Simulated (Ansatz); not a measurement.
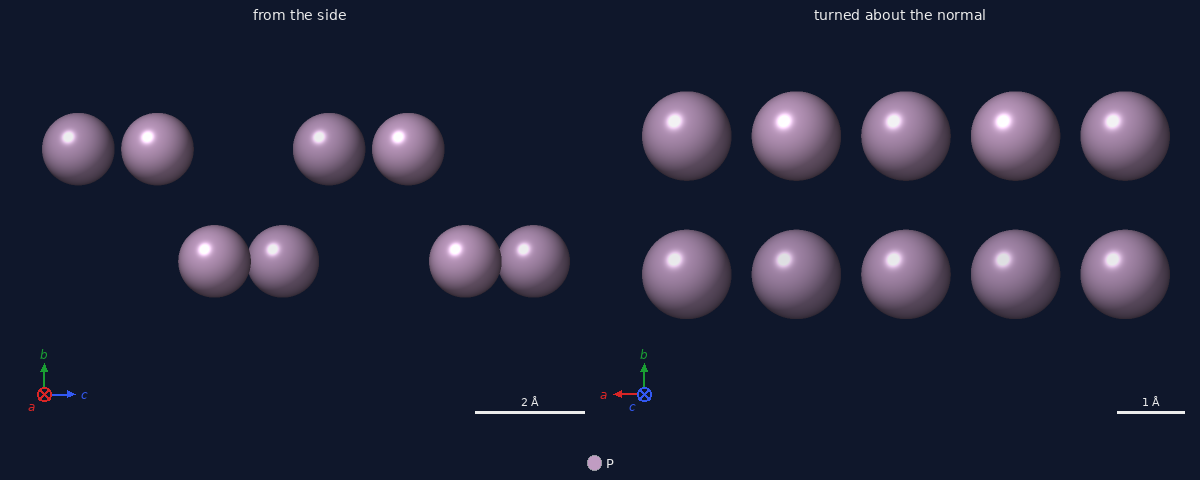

A spheres-only picture of a periodic sheet, seen from the side and turned about the normal. The surface normal points up in side views; the vacuum is left out. 2×2 cells are drawn in the plane, with atoms at the edges repeated.

The cell holds 4 P.

Question: What height do the atoms span?

Answer: About 2.1 Å from the lowest to the highest atom.

Question: Name the atomic layers in order from the top face down.

Answer: Two planes: P / P.

The initial geometry was a structure listed in the Materials Project. The cell was then strained or its atoms displaced on purpose. Ansatz was used for an electronic-structure calculation on it.

At this level of theory the run's own cell isn't at rest (forces up to 3.3 eV/Å), so its distances can differ from those at equilibrium, the more so the softer the solid.
